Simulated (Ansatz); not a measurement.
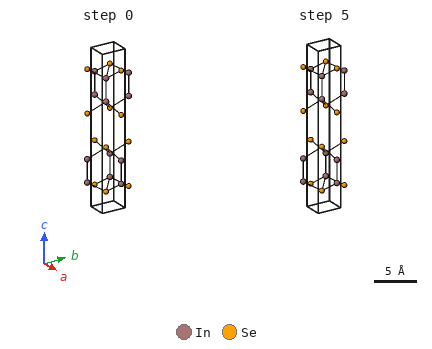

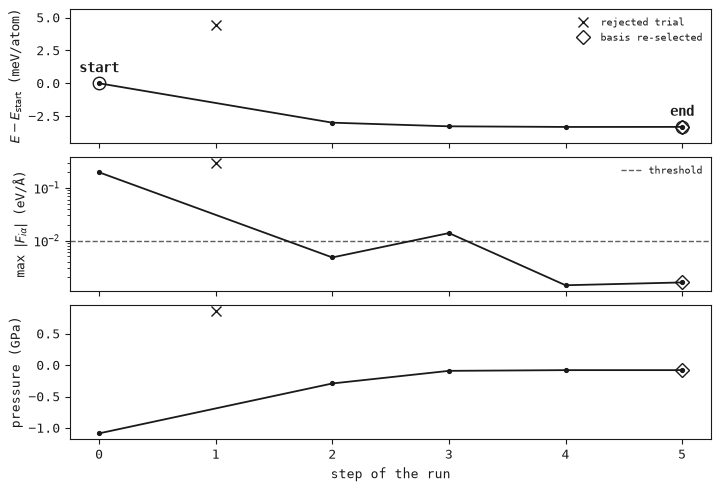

First and last geometry of a relaxation of a crystal of InSe (set up in P6_3/mmc), with the history of the run. Style: ball-and-stick. Shown: the cell of the calculation, slightly off an axis.

Theory: Ansatz, DFT PBE, scalar-relativistic, plane waves, PAW.

The input:
```yaml
crystal:
  lattice:
    - [4.1286261016, 0.0, 0.0]
    - [-2.0643130508, 3.5754950867, 0.0]
    - [0.0, 0.0, 19.4276263677]
  atoms:
    - { symbol: In, position: [0.3333333333, 0.6666666667, 0.1765384656] }
    - { symbol: In, position: [0.6666666667, 0.3333333333, 0.6765384656] }
    - { symbol: In, position: [0.3333333333, 0.6666666667, 0.3234615344] }
    - { symbol: In, position: [0.6666666667, 0.3333333333, 0.8234615344] }
    - { symbol: Se, position: [0.3333333333, 0.6666666667, 0.6104023653] }
    - { symbol: Se, position: [0.6666666667, 0.3333333333, 0.1104023653] }
    - { symbol: Se, position: [0.3333333333, 0.6666666667, 0.8895976347] }
    - { symbol: Se, position: [0.6666666667, 0.3333333333, 0.3895976347] }
basis:
  ecutwfc: 420
kpoints:
  mp_grid: { grid: [12, 12, 2] }
hamiltonian:
  xc: pbe
scf:
  occupations: { method: gaussian, width: 0.02 }
output:
  forces: true
  stress: true
  eigenvalues: true
relax:
  adjacent_minimum: "off"
  f_tol: 0.01
  max_steps: 30
  cell: { stress_tol: 0.1, fix: [volume] }
```

Run as
```bash
ansatz run input.yaml --threads 1 --pin off --max-ram 2560MiB --backend cpu --events-out ev --progress --plain --runs-dir out
```

### Did the run converge, and what did it change?

It converged. The largest moves relative to the cell, 0.078 Å, are those of Se5, Se6, Se7 and Se8. Se6 goes along +c. By element the largest moves are Se 0.078 Å, In 0.041 Å. The drawn cell changes at constant volume: a = b 4.129 → 4.089 Å (−0.9 %), c 19.428 → 19.801 Å (+1.9 %). Among the contacts that change: In1–In3 2.854 → 2.827 Å, In1–Se6 2.708 → 2.682 Å. The space group stays P6_3/mmc (No. 194). After 3 accepted moves (5 points after the start) the energy has fallen by 3.3 meV per atom. Largest force component: 0.2 eV/Å at the start, 0.0016 eV/Å at the end. The pressure goes from −1.09 to −0.08 GPa. The line search rejected the trial step at point 1 of the run. The SCF was repeated once at an unchanged geometry on a basis and grid sized afresh for the cell, which shifted the energy by less than 0.05 meV per atom at most.

Limits of the set-up: layers or molecules are held without a dispersion correction, so their spacing is unreliable.
